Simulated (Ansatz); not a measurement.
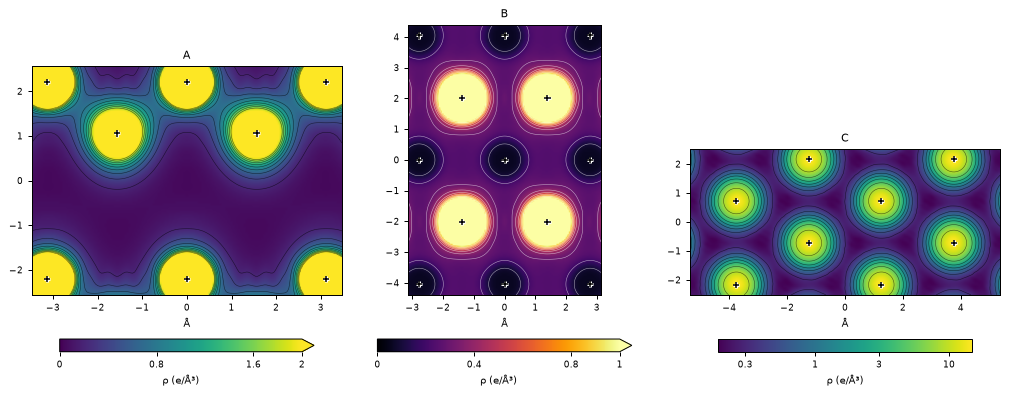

The valence pseudo-density of 3 systems, each on a plane through atoms (crosses mark nuclei in the plane).

Level of theory: Ansatz 0.2.0, DFT r2SCAN, scalar-relativistic, plane waves, PAW.

System 1: AlNi, the (110) plane of the conventional cell. Space group P4/mmm; a structure from a database of computed crystals, not necessarily the ambient phase; changed on purpose from its base cell (strain along c alone, the other axes held, atoms relaxed: -3.0 %); computed pressure about 6 GPa in this cell; computed without spin polarisation.

System 2: AlGaN2, the (010) plane of the conventional cell. Space group P-4m2; a structure from a database of computed crystals, not necessarily the ambient phase; changed on purpose from its base cell (strain -0.0050 x Voigt [1, 1, 0, 0, 0, 0], atoms carried along).

```
Al Ga N
1.0
     3.12517    0.00000    0.00000
     0.00000    3.12517    0.00000
     0.00000    0.00000    4.42384
Al Ga N
1 1 2
Direct
  0.50000 0.50000 0.50000
  0.00000 0.00000 0.00000
  0.50000 0.00000 0.73826
  0.00000 0.50000 0.26174
```

System 3: Au, the (100) plane of the calculation cell. Space group P6₃/mmc; a structure from a database of computed crystals, not necessarily the ambient phase.

Q: Match each panel to its system.

A: Panel A is system 2, AlGaN2: the plane holds Ga and N. Ga–N (1.94 Å): ρ is about 0.74 e/Å³ halfway. Panel B is system 1, AlNi: the plane holds Al and Ni. Al–Ni (2.46 Å): ρ at the midpoint is about 0.32 e/Å³. Panel C is system 3, Au: the plane holds Au. Au–Au (2.89 Å): the density is about 0.27 e/Å³ at the midpoint.
